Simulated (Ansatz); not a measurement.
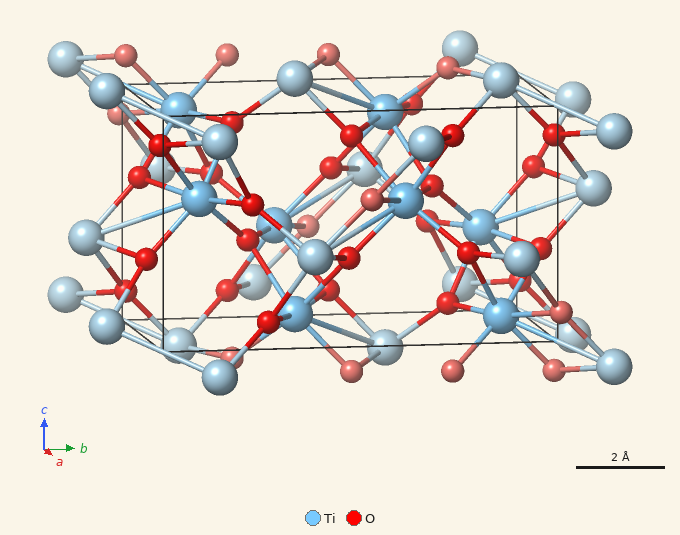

**Figure 1.** The starting structure (ball-and-stick view of the cell of the calculation, seen slightly off an axis; neighbours outside the cell are drawn fainter).

Geometry relaxation of TiO2 (part 1 of 2)

- system: TiO2 (Pbca, 24 atoms in the cell)
- method: DFT PBEsol, scalar-relativistic, plane waves, PAW, no spin polarisation (Ansatz 0.2.0)

The structure derives from an entry of the Crystallography Open Database.

Input
```yaml
crystal:
  lattice:
    - [5.1206279236, 0.0, 0.0]
    - [0.0, 9.1680775022, 0.0]
    - [0.0, 0.0, 5.4393922131]
  atoms:
    - { symbol: Ti, position: [0.1378806473, 0.1289351093, 0.9047160788] }
    - { symbol: Ti, position: [0.6378806473, 0.3710648907, 0.0952839212] }
    - { symbol: Ti, position: [0.8621193527, 0.6289351093, 0.5952839212] }
    - { symbol: Ti, position: [0.3621193527, 0.8710648907, 0.4047160788] }
    - { symbol: Ti, position: [0.8621193527, 0.8710648907, 0.0952839212] }
    - { symbol: Ti, position: [0.3621193527, 0.6289351093, 0.9047160788] }
    - { symbol: Ti, position: [0.1378806473, 0.3710648907, 0.4047160788] }
    - { symbol: Ti, position: [0.6378806473, 0.1289351093, 0.5952839212] }
    - { symbol: O, position: [0.4644743158, 0.2300337222, 0.8907148924] }
    - { symbol: O, position: [0.9644743158, 0.2699662778, 0.1092851076] }
    - { symbol: O, position: [0.5355256842, 0.7300337222, 0.6092851076] }
    - { symbol: O, position: [0.0355256842, 0.7699662778, 0.3907148924] }
    - { symbol: O, position: [0.5355256842, 0.7699662778, 0.1092851076] }
    - { symbol: O, position: [0.0355256842, 0.7300337222, 0.8907148924] }
    - { symbol: O, position: [0.4644743158, 0.2699662778, 0.3907148924] }
    - { symbol: O, position: [0.9644743158, 0.2300337222, 0.6092851076] }
    - { symbol: O, position: [0.8159821247, 0.0102856324, 0.8514795902] }
    - { symbol: O, position: [0.3159821247, 0.4897143676, 0.1485204098] }
    - { symbol: O, position: [0.1840178753, 0.5102856324, 0.6485204098] }
    - { symbol: O, position: [0.6840178753, 0.9897143676, 0.3514795902] }
    - { symbol: O, position: [0.1840178753, 0.9897143676, 0.1485204098] }
    - { symbol: O, position: [0.6840178753, 0.5102856324, 0.8514795902] }
    - { symbol: O, position: [0.8159821247, 0.4897143676, 0.3514795902] }
    - { symbol: O, position: [0.3159821247, 0.0102856324, 0.6485204098] }
basis:
  ecutwfc: 420
kpoints:
  mp_grid: { grid: [6, 4, 6] }
hamiltonian:
  xc: pbesol
scf:
  occupations: { method: gaussian, width: 0.02 }
output:
  forces: true
  stress: true
  eigenvalues: true
  write_density: true
  write_potential: true
  elf: true
  volumetric_format: npy
relax:
  adjacent_minimum: "off"
  f_tol: 0.005
  max_steps: 80
  cell: { stress_tol: 0.05 }
```

Run on 8 threads of Intel Xeon @ 2.70GHz, 189 GiB of memory available, shared host.

Run as:
```bash
ansatz run input.yaml --threads 8 --pin off --max-ram 22528MiB --backend cpu --events-out ev --progress --plain --runs-dir out
```

Output
```
Engine: ansatz 0.2.0, x86_64-unknown-linux-gnu
Pseudopotentials: kind: paw
Pseudopotential: Ti, paw, valence charge 12, recommended cutoff 420 eV (normal), Ti.paw.azcp
Pseudopotential: O, paw, valence charge 6, recommended cutoff 420 eV (normal), O.paw.azcp
Functional definition: PBEsol
  exchange = pbesol_x
  correlation = pbesol_c
Crystal: 24 atoms, lattice volume = 255.359 Å³
Basis set: ecut = 420 eV, 5017 PW (Γ), exchange–correlation on 72×128×80 points (8 copies of the dense FFT grid, shifted against one another)
Bands: 120, of which v1, the nominal top of the filled ones, is band 96 counted from 1 (95 counted from 0)
Symmetry: 8 space group operations
Space group: Pbca (ITA 61), of the structure as read, at distance tolerance 6.3e-5 Å
k-points: 48 of 144
Non-local potential: Ti, projectors of the file, l = 0: 3, l = 1: 2, l = 2: 3, l = 3: 1
Non-local potential: O, projectors of the file, l = 0: 2, l = 1: 2, l = 2: 1
PAW form: soft (Blöchl's): semilocal exchange-correlation on the pseudo side does not see the compensation charge
PAW frozen core: Ti, regenerated for the run's functional, and the local potential with it (the file was generated under x = pbe(κ = 0.804, μ = 0.2195149727645171), c = pbe(β = 0.06672455060314922))
PAW frozen core: O, regenerated for the run's functional, and the local potential with it (the file was generated under x = pbe(κ = 0.804, μ = 0.2195149727645171), c = pbe(β = 0.06672455060314922))
PAW one-centre angular grid: Ti, 590 points (default); XC on 64 Gauss nodes
PAW one-centre angular grid: O, 110 points (default); XC on 64 Gauss nodes
Initial density: superposition of atomic densities (neutral atoms: chi_scale 0, normalization atom), corrected by the library's trained network
Initial wavefunctions: pseudopotential atomic-orbital guess
Functional: x = pbesol(κ = 0.804, μ = 0.12345679012345678), c = pbesol(β = 0.046)
SCF iter   1: F=—  HF=-28798.917643 eV  |F-HF|=—  |Δ(HF+E_count)|=         —  Δρ=1.88e-2  dr2=7.31e-1  ethr=1.77e-3  ⟨swp⟩=5.0  Hψ=21295  notcnv=0  defer=130
preconditioner: auto → Resta (q_TF=auto, 2.602 Å⁻¹)  ε∞=8.6  [insulator: Δε(μ)=2.179 eV  Ē_g=9.543 eV  σ=0.020 eV  W_gap=1.00  n_scr=66 (ndim 8)  ℏωp=26.3 eV  f_vac=0.040  D(μ)=0.00/eV (n_scr^D=0)  ε∞_Penn≈8.6]
SCF iter   2: F=—  HF=-28798.790199 eV  |F-HF|=—  |Δ(HF+E_count)|=   1.27e-1  Δρ=8.49e-3  dr2=1.64e-1  ethr=3.81e-4  ⟨swp⟩=2.0  Hψ=10003  notcnv=0  defer=756
SCF iter   3: F=—  HF=-28798.760735 eV  |F-HF|=—  |Δ(HF+E_count)|=   2.95e-2  Δρ=2.68e-3  dr2=1.31e-2  ethr=8.56e-5  ⟨swp⟩=2.2  Hψ=7724  notcnv=0  defer=756
SCF iter   4: F=—  HF=-28798.758274 eV  |F-HF|=—  |Δ(HF+E_count)|=   2.46e-3  Δρ=6.45e-4  dr2=7.38e-4  ethr=6.81e-6  ⟨swp⟩=2.3  Hψ=8914  notcnv=0  defer=756
SCF iter   5: F=—  HF=-28798.758450 eV  |F-HF|=—  |Δ(HF+E_count)|=   1.76e-4  Δρ=2.06e-4  dr2=1.11e-4  ethr=3.84e-7  ⟨swp⟩=2.4  Hψ=7870  notcnv=0  defer=756
SCF iter   6: F=—  HF=-28798.758445 eV  |F-HF|=—  |Δ(HF+E_count)|=   4.95e-6  Δρ=9.47e-5  dr2=1.98e-5  ethr=5.77e-8  ⟨swp⟩=2.0  Hψ=7783  notcnv=0  defer=756
SCF iter   7: F=—  HF=-28798.758633 eV  |F-HF|=—  |Δ(HF+E_count)|=   1.88e-4  Δρ=2.61e-5  dr2=1.73e-6  ethr=1.03e-8  ⟨swp⟩=2.0  Hψ=7563  notcnv=0  defer=756
SCF iter   8: F=—  HF=-28798.758634 eV  |F-HF|=—  |Δ(HF+E_count)|=   1.29e-6  Δρ=6.31e-6  dr2=1.30e-7  ethr=9.01e-10  ⟨swp⟩=2.0  Hψ=7512  notcnv=0  defer=756
SCF iter   9: F=-28798.758634 eV  HF=-28798.758634 eV  |F-HF|=1.47e-9  |Δ(HF+E_count)|=   1.04e-7  Δρ=1.40e-6  dr2=6.88e-9  ethr=5.21e-11  ⟨swp⟩=13.1  Hψ=37135  notcnv=0
SCF 1 converged in 9 iterations: F = -28798.758634 eV  dr2 = 6.88e-9
  greatest PAW one-centre occupation: 0.999 electrons in one spin orbital (limit 2), on the Ti atom at site 5 (counted from 0), in its partial waves of l = 0
relax step   1: F+E_penalty+E_count = -28798.75863438 eV  Δ(F+E_penalty+E_count) = +0.000e0 eV  max|allowed force component| = 8.985e-3 eV/Å  Δτ_max = 0.0000 Å  P = -0.064 GPa  Ω = 255.359 Å³  (9 SCF iters, dr2 threshold 1.00e-7 eV, accepted)
Crystal: 24 atoms, lattice volume = 255.296 Å³
Initial density: handed on by an earlier stage of this run
Initial wavefunctions: those handed on with the density
iter 1 solved again at ethr=3.86e-9 eV; its pass at ethr=3.10e-3 eV (dr2=7.41e-6 eV) is discarded
SCF iter   1: F=—  HF=-28798.758981 eV  |F-HF|=—  |Δ(HF+E_count)|=         —  Δρ=6.58e-5  dr2=6.13e-6  ethr=3.86e-9  ⟨swp⟩=4.2  Hψ=24613  notcnv=0
preconditioner: auto → Resta (q_TF=auto, 2.602 Å⁻¹)  ε∞=8.4  [insulator: Δε(μ)=2.343 eV  Ē_g=9.650 eV  σ=0.020 eV  W_gap=1.00  n_scr=66 (ndim 8)  ℏωp=26.3 eV  f_vac=0.038  D(μ)=0.00/eV (n_scr^D=0)  ε∞_Penn≈8.4]
SCF iter   2: F=—  HF=-28798.759005 eV  |F-HF|=—  |Δ(HF+E_count)|=   2.41e-5  Δρ=3.65e-5  dr2=2.08e-6  ethr=3.19e-9  ⟨swp⟩=2.1  Hψ=7893  notcnv=0
SCF iter   3: F=—  HF=-28798.759005 eV  |F-HF|=—  |Δ(HF+E_count)|=   8.04e-9  Δρ=2.02e-5  dr2=8.12e-7  ethr=1.08e-9  ⟨swp⟩=2.1  Hψ=8154  notcnv=0
SCF iter   4: F=—  HF=-28798.759005 eV  |F-HF|=—  |Δ(HF+E_count)|=   5.07e-8  Δρ=3.35e-6  dr2=2.78e-8  ethr=4.23e-10  ⟨swp⟩=2.0  Hψ=8209  notcnv=0
SCF iter   5: F=-28798.759005 eV  HF=-28798.759005 eV  |F-HF|=4.58e-9  |Δ(HF+E_count)|=   8.58e-9  Δρ=1.97e-6  dr2=9.07e-9  ethr=6.73e-12  ⟨swp⟩=10.7  Hψ=33290  notcnv=0
SCF 2 converged in 5 iterations: F = -28798.759005 eV  dr2 = 9.07e-9
  greatest PAW one-centre occupation: 0.999 electrons in one spin orbital (limit 2), on the Ti atom at site 7 (counted from 0), in its partial waves of l = 0
relax step   2: F+E_penalty+E_count = -28798.75900542 eV  Δ(F+E_penalty+E_count) = -3.710e-4 eV  max|allowed force component| = 5.172e-3 eV/Å  Δτ_max = 0.0006 Å  P = -0.016 GPa  Ω = 255.296 Å³  energy of the carried Pulay correction = +3.084e-4 eV  (5 SCF iters, dr2 threshold 1.29e-8 eV, accepted)
Crystal: 24 atoms, lattice volume = 255.263 Å³
iter 1 solved again at ethr=1.43e-9 eV; its pass at ethr=3.10e-3 eV (dr2=2.75e-6 eV) is discarded
SCF iter   1: F=—  HF=-28798.759162 eV  |F-HF|=—  |Δ(HF+E_count)|=         —  Δρ=4.02e-5  dr2=2.97e-6  ethr=1.43e-9  ⟨swp⟩=3.9  Hψ=20998  notcnv=0
preconditioner: auto → Resta (q_TF=auto, 2.602 Å⁻¹)  ε∞=8.4  [insulator: Δε(μ)=2.344 eV  Ē_g=9.650 eV  σ=0.020 eV  W_gap=1.00  n_scr=66 (ndim 8)  ℏωp=26.3 eV  f_vac=0.038  D(μ)=0.00/eV (n_scr^D=0)  ε∞_Penn≈8.4]
SCF iter   2: F=—  HF=-28798.759183 eV  |F-HF|=—  |Δ(HF+E_count)|=   2.04e-5  Δρ=2.30e-5  dr2=1.03e-6  ethr=1.43e-9  ⟨swp⟩=2.9  Hψ=9438  notcnv=0
SCF iter   3: F=—  HF=-28798.759182 eV  |F-HF|=—  |Δ(HF+E_count)|=   7.23e-8  Δρ=1.71e-5  dr2=6.84e-7  ethr=5.39e-10  ⟨swp⟩=2.7  Hψ=11294  notcnv=0
SCF iter   4: F=—  HF=-28798.759182 eV  |F-HF|=—  |Δ(HF+E_count)|=   1.17e-7  Δρ=2.49e-6  dr2=1.16e-8  ethr=3.56e-10  ⟨swp⟩=2.0  Hψ=7698  notcnv=0
SCF iter   5: F=—  HF=-28798.759182 eV  |F-HF|=—  |Δ(HF+E_count)|=   4.71e-9  Δρ=1.19e-6  dr2=3.46e-9  ethr=6.02e-12  ⟨swp⟩=2.0  Hψ=8815  notcnv=0
SCF iter   6: F=-28798.759182 eV  HF=-28798.759182 eV  |F-HF|=2.33e-10  |Δ(HF+E_count)|=  2.00e-10  Δρ=5.56e-7  dr2=8.40e-10  ethr=1.00e-12  ⟨swp⟩=9.5  Hψ=29576  notcnv=0
SCF 3 converged in 6 iterations: F = -28798.759182 eV  dr2 = 8.40e-10
  greatest PAW one-centre occupation: 0.999 electrons in one spin orbital (limit 2), on the Ti atom at site 6 (counted from 0), in its partial waves of l = 0
relax step   3: F+E_penalty+E_count = -28798.75918238 eV  Δ(F+E_penalty+E_count) = -1.770e-4 eV  max|allowed force component| = 2.397e-3 eV/Å  Δτ_max = 0.0005 Å  P = +0.007 GPa  Ω = 255.263 Å³  energy of the carried Pulay correction = +4.681e-4 eV  (6 SCF iters, dr2 threshold 1.67e-9 eV, accepted)
Initial wavefunctions: pseudopotential atomic-orbital guess (no wavefunctions were taken with the density)
iter 1 solved again at ethr=1.24e-8 eV; its pass at ethr=3.10e-3 eV (dr2=2.38e-5 eV) is discarded
SCF iter   1: F=—  HF=-28798.758579 eV  |F-HF|=—  |Δ(HF+E_count)|=         —  Δρ=4.69e-6  dr2=1.03e-8  ethr=1.24e-8  ⟨swp⟩=4.2  Hψ=39681  notcnv=0
SCF iter   2: F=—  HF=-28798.758743 eV  |F-HF|=—  |Δ(HF+E_count)|=   1.63e-4  Δρ=2.71e-6  dr2=6.91e-9  ethr=5.38e-12  ⟨swp⟩=3.0  Hψ=12056  notcnv=0
SCF iter   3: F=—  HF=-28798.758743 eV  |F-HF|=—  |Δ(HF+E_count)|=   2.15e-9  Δρ=1.50e-6  dr2=9.80e-10  ethr=3.60e-12  ⟨swp⟩=2.0  Hψ=7492  notcnv=0
SCF iter   4: F=-28798.758743 eV  HF=-28798.758743 eV  |F-HF|=2.00e-10  |Δ(HF+E_count)|=   1.43e-9  Δρ=5.85e-7  dr2=1.94e-10  ethr=1.00e-12  ⟨swp⟩=5.1  Hψ=26429  notcnv=0
SCF 4 converged in 4 iterations: F = -28798.758743 eV  dr2 = 1.94e-10
relax step   4: F+E_penalty+E_count = -28798.75874270 eV  Δ(F+E_penalty+E_count) = +4.397e-4 eV  max|allowed force component| = 2.396e-3 eV/Å  Δτ_max = 0.0000 Å  P = +0.003 GPa  Ω = 255.263 Å³  stress off target by 8.87e-3 GPa  SCF on the basis re-selected at this cell (its energy is not comparable with the rows above)  (4 SCF iters)
```

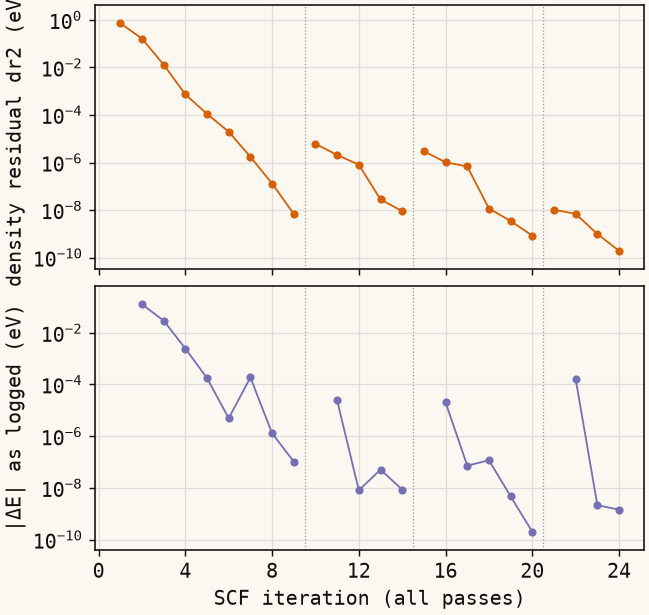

**Figure 2.** Convergence of the self-consistent field: density residual dr2 and size of the energy change against the SCF iteration. The dotted lines part the SCF passes of the relaxation: geometry steps, rejected trials and re-solves on a re-selected basis. The passes take 9, 5, 6 and 4 iterations.

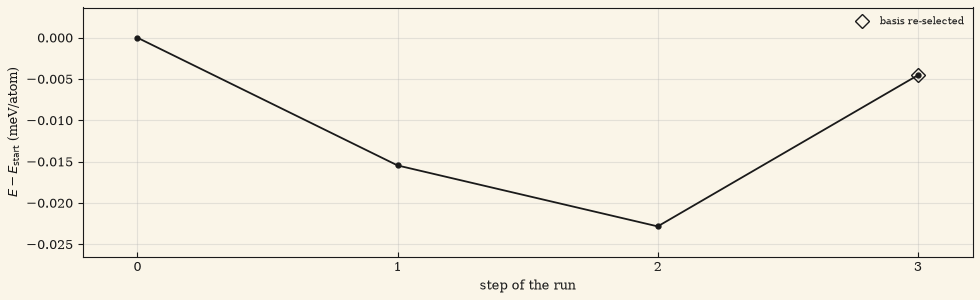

**Figure 3.** Progress of the relaxation, step by step (the first geometry is step 0 here and step 1 in the log). No atom moves by more than 0.005 Å relative to the cell. The energy falls by next to nothing (0.0 meV per atom) in 2 geometry steps. The largest force component goes from 0.009 to 0.0024 eV/Å. The pressure goes from −0.06 to 0.00 GPa. A last SCF at the same geometry on a re-selected plane-wave basis shifts the energy by +0.0 meV per atom.

```
basis re-selected at this cell: Δ(F+E_penalty+E_count) = +4.397e-4 eV, ΔP = -0.003 GPa vs the last step (what re-selecting the basis moved, of the pressure what is left beyond the Pulay correction that the steps carried, after the strain that the cell walked since its last selection, with what the two solves' SCF thresholds leave and, on support functions, any second-order correction that the steps lacked; it is no measure of the basis error at this ecutwfc). This SCF's stress stands 8.87e-3 GPa from its target on what of the cell is left free (relax.cell.stress_tol is 5.00e-2 GPa) and its largest allowed force component is 2.40e-3 eV/Å (relax.f_tol is 5.00e-3 eV/Å): within both
SCF converged after 4 iterations
Free energy (F): -28798.758743 eV
Harris-Foulkes:  -28798.758743 eV  (|F-HF|=2.00e-10)
Internal energy: -28798.758743 eV  (E = F + TS)
E sigma→0 (E₀):  -28798.758743 eV
Fermi energy:    9.451867 eV
--- Per-component energies (eV) ---
  E_band       = -1643.789040
  E_kinetic    = 4979.348737
  E_local      = -12935.603573  (includes V_loc(G=0)·N_el)
  E_nonlocal   = 802.105535
  E_hartree    = 4945.643628
  E_xc         = -1948.151133
  E_vxc        = -2479.839680  (∫ρ·V_xc dr)
  E_paw        = -10596.144795  (= ΣΔE_a)
  E_vpaw       = -1901.127296  (= ΣTr[D̂ρ^β])
  E_aug_tail   = 0.040252  (compensation charges beyond the density's cutoff)
  E_ewald      = -14047.677075
  E_core_change = 1.679681  (= ΣΔE_core)
  E_smearing   = -0.000000  (= −TS)
  E_closure    = 0.000000  (closes the sum)
  Σ components = -28798.758743   (vs F -28798.758743, Δ=0.00e0)
--- Forces (eV/Å), atoms counted from 1 ---
  atom   1  Ti     0.00239604     0.00031526     0.00035615
  atom   2  Ti     0.00239604    -0.00031526    -0.00035615
  atom   3  Ti    -0.00239604     0.00031526    -0.00035615
  atom   4  Ti    -0.00239604    -0.00031526     0.00035615
  atom   5  Ti    -0.00239604    -0.00031526    -0.00035615
  atom   6  Ti    -0.00239604     0.00031526     0.00035615
  atom   7  Ti     0.00239604    -0.00031526     0.00035615
  atom   8  Ti     0.00239604     0.00031526    -0.00035615
  atom   9  O     -0.00026070     0.00087115     0.00107747
  atom  10  O     -0.00026070    -0.00087115    -0.00107747
  atom  11  O      0.00026070     0.00087115    -0.00107747
  atom  12  O      0.00026070    -0.00087115     0.00107747
  atom  13  O      0.00026070    -0.00087115    -0.00107747
  atom  14  O      0.00026070     0.00087115     0.00107747
  atom  15  O     -0.00026070    -0.00087115     0.00107747
  atom  16  O     -0.00026070     0.00087115    -0.00107747
  atom  17  O     -0.00170440    -0.00019639     0.00081680
  atom  18  O     -0.00170440     0.00019639    -0.00081680
  atom  19  O      0.00170440    -0.00019639    -0.00081680
  atom  20  O      0.00170440     0.00019639     0.00081680
  atom  21  O      0.00170440     0.00019639    -0.00081680
  atom  22  O      0.00170440    -0.00019639     0.00081680
  atom  23  O     -0.00170440     0.00019639     0.00081680
  atom  24  O     -0.00170440    -0.00019639    -0.00081680
  max |Σ_I F_I| component: 8.67e-19 eV/Å
--- Stress (GPa, compression-positive) ---
        0.004921       0.000000       0.000000
        0.000000       0.008868      -0.000000
        0.000000      -0.000000      -0.003456
  P = ⅓ Tr σ = 0.0034 GPa (0.034 kbar)
--- Band table (eV; the first three rows and the last of 48) ---
  k-point 0: bands = ["-47.8368", "-47.8264", "-47.8115", "-47.8017", "-47.8015", "-47.8011", "-47.7806", "-47.7805", "-24.4396", "-24.4027", "-24.3957", "-24.3940", "-24.3733", "-24.3123", "-24.3057", "-24.2563", "-24.2384", "-24.2139", "-24.2110", "-24.2029", "-24.1914", "-24.1831", "-24.1797", "-24.1403", "-24.1242", "-24.1188", "-24.1142", "-24.0891", "-24.0883", "-24.0825", "-24.0788", "-24.0719", "-9.4855", "-8.7467", "-8.7337", "-8.3968", "-8.1586", "-8.0960", "-8.0887", "-8.0630", "-7.9733", "-7.9699", "-7.8857", "-7.8831", "-7.8778", "-7.7920", "-7.6698", "-7.5906", "3.3251", "3.3302", "3.6970", "3.7148", "3.8243", "3.8369", "3.9156", "3.9844", "4.0170", "4.2588", "4.2719", "4.2898", "4.3822", "4.4195", "4.4208", "4.7076", "4.8097", "4.8312", "4.9383", "4.9636", "5.1605", "5.1902", "5.5934", "5.6038", "5.7109", "5.9075", "5.9081", "6.0916", "6.1474", "6.1782", "6.2558", "6.5030", "6.6250", "6.7823", "6.8424", "7.0268", "7.0634", "7.2695", "7.4853", "7.4955", "7.5410", "7.5674", "7.6459", "7.7102", "7.7943", "8.0330", "8.0965", "8.2801", "10.6237", "11.0260", "11.1894", "11.1911", "11.2336", "11.2731", "11.3575", "11.4345", "11.5033", "11.6260", "11.6457", "11.7146", "11.9849", "12.0015", "12.0183", "12.0194", "12.0859", "12.2435", "12.3185", "12.3511", "12.4160", "12.4466", "13.0261", "13.0406"]
```
